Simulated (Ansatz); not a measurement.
A series of calculations on SnSe

**1. Relaxation**

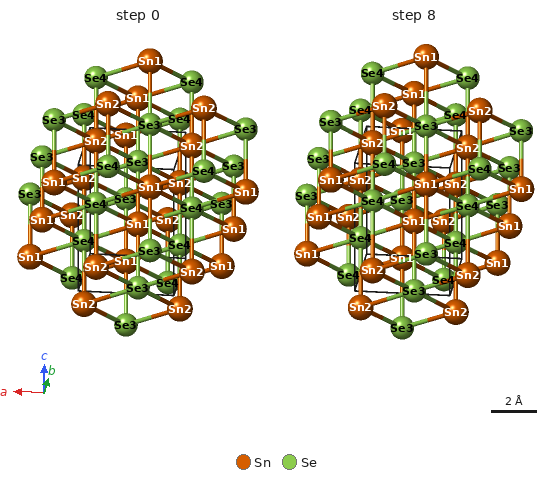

The structure of solid SnSe (set up in P4/nmm) before (left) and after (right) a relaxation, at one scale.

The picture is a ball-and-stick view of the cell of the calculation, repeated 1 × 2 × 1 with one cell outlined, seen from a free direction.

Case: volume × 1.10, shape and atoms relaxed.

The calculation used DFT PBE+D3(BJ), scalar-relativistic, plane waves, PAW in Ansatz 0.2.0. Set-up: plane-wave cutoff 420 eV; k-point mesh 6 × 6 × 6; occupations gaussian; smearing width 0.02 eV; no spin polarisation; cell relaxed at fixed volume; force threshold 0.01 eV/Å; at most 30 steps.

Describe what moved and what it gained.

Answer. Over 5 accepted moves (8 points after the start) the energy falls by 4.4 meV per atom. The largest force component goes from 0.019 to 0.0036 eV/Å. Pressure: −3.67 GPa at the start and −2.62 GPa at the end. The line search rejected the trial steps at points 4, 5 of the run. At 1 point the geometry stayed and the basis and grid were re-selected for the new cell (energy shift of less than 0.05 meV per atom at most each time). The largest moves relative to the cell, 0.14 Å, are those of Sn1 and Sn2. Sn1 goes along +c. By element the largest moves are Sn 0.14 Å, Se 0.12 Å. The drawn cell changes at constant volume: a = b 4.358 → 4.330 Å (−0.6 %), c 6.163 → 6.244 Å (+1.3 %). Some distances before and after: Sn1–Se3 3.101 → 3.398 Å, Sn1–Se3 (another image) 3.062 → 2.846 Å, Sn1–Se4 3.082 → 3.062 Å. The space group stays P4/nmm (No. 129).

**2. Relaxation**

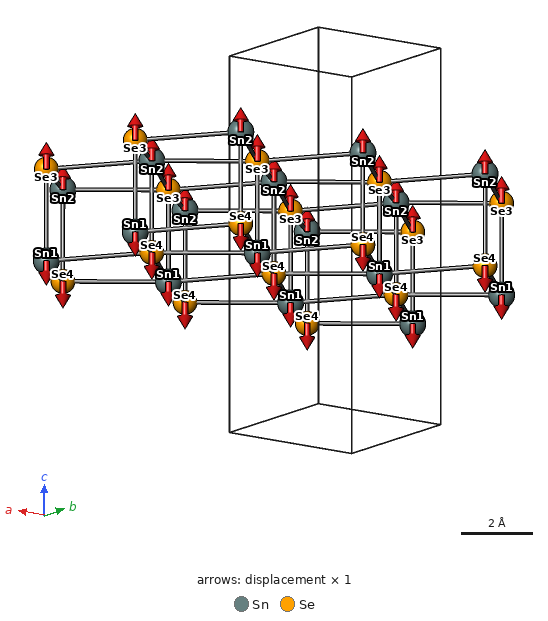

This is a relaxation of crystalline SnSe (set up in P4/nmm). The starting structure is drawn; red arrows show the displacements (the part carried along by the change of the cell is left out), at their true length.

A ball-and-stick model of the cell of the calculation, repeated 2 × 1 × 1 with one cell outlined, seen from a free direction.

These are results of DFT PBE+D3(BJ), scalar-relativistic, plane waves, PAW in Ansatz, not measurements.

The input:
```yaml
crystal:
  lattice:
    - [4.2853274191, 0.0, 0.0]
    - [0.0, 4.2853274191, 0.0]
    - [0.0, 0.0, 10.99069213]
  atoms:
    - { symbol: Sn, position: [0.5, 0.0, 0.37222911] }
    - { symbol: Sn, position: [0.0, 0.5, 0.62777089] }
    - { symbol: Se, position: [0.5, 0.0, 0.61603949] }
    - { symbol: Se, position: [0.0, 0.5, 0.38396051] }
basis:
  ecutwfc: 420
kpoints:
  mp_grid: { grid: [6, 6, 4] }
hamiltonian:
  xc: pbe
  dispersion: d3bj
scf:
  occupations: { method: gaussian, width: 0.02 }
output:
  forces: true
  stress: true
  eigenvalues: true
  write_density: true
  write_potential: true
  elf: true
  volumetric_format: npy
relax:
  adjacent_minimum: "off"
  f_tol: 0.005
  max_steps: 80
  cell: { stress_tol: 0.05 }
```

Run as
```bash
ansatz run input.yaml --threads 1 --pin off --max-ram 2560MiB --backend cpu --events-out ev --progress --plain --runs-dir out
```

Question: What did the optimiser do to the structure, and how much energy did it gain?

Answer: The energy falls by 160 meV per atom in 17 accepted moves (19 points after the start). Largest force component: 0.18 eV/Å at the start, 0.0014 eV/Å at the end. Pressure: 0.08 GPa at the start and −0.01 GPa at the end. The line search rejected the trial step at point 14 of the run. At 1 point the geometry stayed and the basis and grid were re-selected for the new cell (energy shift of 0.6 meV per atom at most each time). The largest moves relative to the cell, 0.80 Å, are those of Se3 and Se4. Se3 goes along +c. Largest moves by element: Se 0.80 Å, Sn 0.73 Å. The volume changes by −47.4 %, with a = b 4.285 → 4.213 Å (−1.7 %), c 10.991 → 5.986 Å (−45.5 %). Some distances before and after: Sn1–Se3 8.311 → 2.995 Å, Sn1–Se3 (another image) 2.680 → 2.992 Å, Sn1–Se4 3.033 → 2.979 Å. New bonds form: Sn1–Se3 (8.31 → 2.99 Å), Sn2–Se4 (8.31 → 2.99 Å). Bond angles that change, for instance: Sn2–Se3–Sn2 175.1° → 180.0°, Se4–Sn1–Se4 175.1° → 180.0°, Sn1–Se3–Sn2 92.4° → 90.0°. The space group (tolerance 0.01 Å) goes from P4/nmm (No. 129) to I4/mmm (No. 139). The run took 4.7 min on 1 thread of Arm Neoverse V1, on a shared host, peak memory 0.53 GiB.

**3. A change**

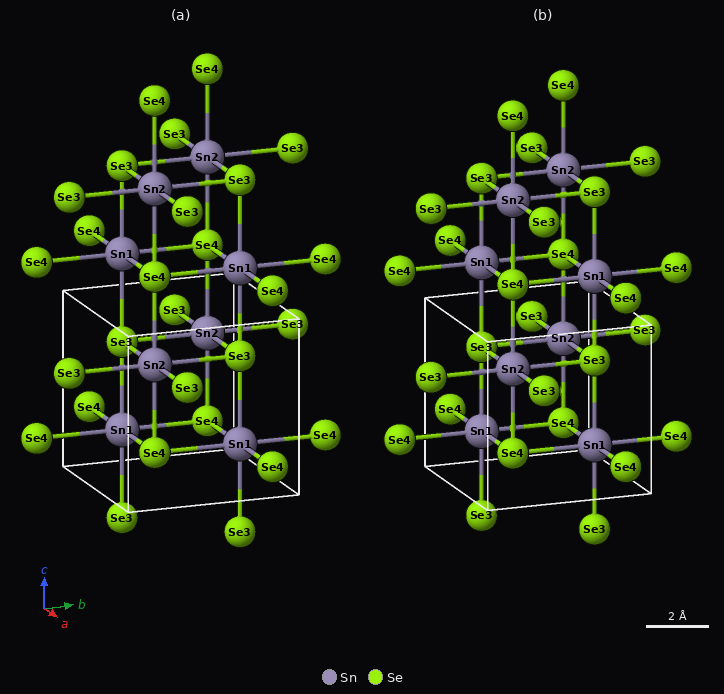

Left: crystalline SnSe. Right: the same structure after one change, at the same scale. A ball-and-stick model of the conventional cell (2 times the calculation's cell), repeated 1 × 1 × 2 with one cell outlined, seen slightly off an axis. Lengths and directions refer to the drawn axes.

Theory: DFT PBE+D3(BJ), scalar-relativistic, plane waves, PAW in Ansatz 0.2.0. Set-up: plane-wave cutoff 420 eV; k-point mesh 6 × 6 × 6; occupations gaussian; smearing width 0.02 eV; no spin polarisation.

**What distinguishes the right structure from the left one?**

The volume is changed by −12.0 %. The atoms are relaxed in that cell.

**What does the change do?**

The volume changes by −12.0 %, with a = b = c 5.971 → 5.722 Å (−4.2 %). The atoms keep their places relative to the cell (all moves are under 0.005 Å). Among the bonded contacts that change: Se–Sn 2.985 → 2.860 Å. The space group stays Fm-3m (No. 225). It costs 80.1 meV per atom. Pressure: 0.0 GPa before, 9.0 GPa after.
